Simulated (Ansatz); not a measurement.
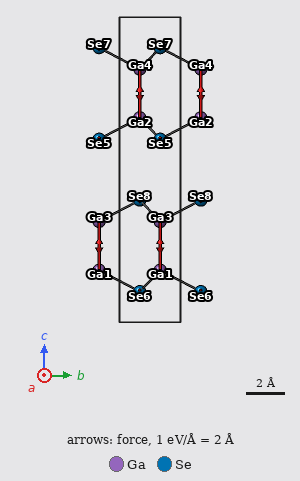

Starting geometry of solid GaSe (a generated structure, set up in P6_3/mmc) with the computed forces as red arrows. The picture is a ball-and-stick view of the cell of the calculation, reduced to other axes, seen along the a axis. Lengths and directions refer to the drawn axes.

The start is a swapped structure.

Method: DFT, PAW plane waves, r2SCAN (Ansatz).

Input
```yaml
crystal:
  lattice:
    - [1.892762, 3.278358, 0.0]
    - [-1.892762, 3.278358, 0.0]
    - [0.0, 0.0, 16.366978]
  atoms:
    - { symbol: Ga, position: [0.33333, 0.33334, 0.17] }
    - { symbol: Ga, position: [0.66666, 0.66667, 0.67] }
    - { symbol: Ga, position: [0.33333, 0.33334, 0.33] }
    - { symbol: Ga, position: [0.66667, 0.66667, 0.83] }
    - { symbol: Se, position: [0.33333, 0.33334, 0.6] }
    - { symbol: Se, position: [0.66666, 0.66667, 0.1] }
    - { symbol: Se, position: [0.33333, 0.33334, 0.9] }
    - { symbol: Se, position: [0.66667, 0.66667, 0.4] }
  symmetry: { tolerance: 0.0003 }
kpoints:
  mp_grid: { grid: [12, 12, 2], shift: [0, 0, 0] }
magnetization:
  spin_polarized: false
scf:
  occupations: { method: fermi_dirac }
  lower_state_search: "off"
hamiltonian:
  pseudopotentials: { kind: paw }
  xc: r2scan
basis:
  ecutwfc: 500
  fft_grid_basis: typed
relax:
  max_steps: 40
  cell: { p_target: 20.0 }
output:
  forces: true
  stress: true
  eigenvalues: true
  bader: true
  populations: true
  elf: true
  write_potential: true
  volumetric_format: npy
  dos:
    e_range: [-12, 8]
    de: 0.05
    projected: { site_lists: { Ga: [Ga], Se: [Se] } }
checkpoint:
  read: saved_state
```

Launched with:
```bash
ansatz run input.yaml --threads 2 --pin off --max-ram 2560MiB --backend cpu --events-out ev --progress --plain --runs-dir out
```

**Is this structure relaxed? If not, where do the atoms go?**

It isn't relaxed: the largest force vector, on Ga atoms, is 0.90 eV/Å. The final displacements have little in common with the starting forces (cosine between the two patterns −0.08). The largest moves relative to the cell, 0.19 Å, are those of Se5, Se6, Se7 and Se8. Se5 goes along −c. Ga stays in place. The drawn cell changes as follows: a = b 3.786 → 3.490 Å (−7.8 %), c 16.367 → 14.394 Å (−12.1 %); the volume changes by −25.3 %. Some distances before and after: Se5–Se8 3.936 → 3.217 Å, Ga1–Ga3 2.619 → 2.296 Å, Ga1–Se6 2.468 → 2.343 Å. Among the angles between lasting bonds that change: Ga1–Se6–Ga1 100.2° → 96.3°, Se6–Ga1–Se6 100.2° → 96.3°, Ga3–Ga1–Se6 117.7° → 120.7°. The space group stays P6_3/mmc (No. 194). The energy rises by 257 meV per atom in 5 accepted moves (8 points after the start). With the target pressure of 20 GPa, the enthalpy E + pV changes by −543 meV per atom. Largest force component: 0.9 eV/Å at the start, 0.0066 eV/Å at the end. The pressure goes from −1.26 to 19.99 GPa. The line search rejected the trial steps at points 3, 6 of the run. The SCF was repeated once at an unchanged geometry on a basis and grid sized afresh for the cell, which shifted the energy by 0.6 meV per atom at most. The run took 11 min on 2 threads of Arm Neoverse N1 (shared host), peak memory 1.2 GiB.
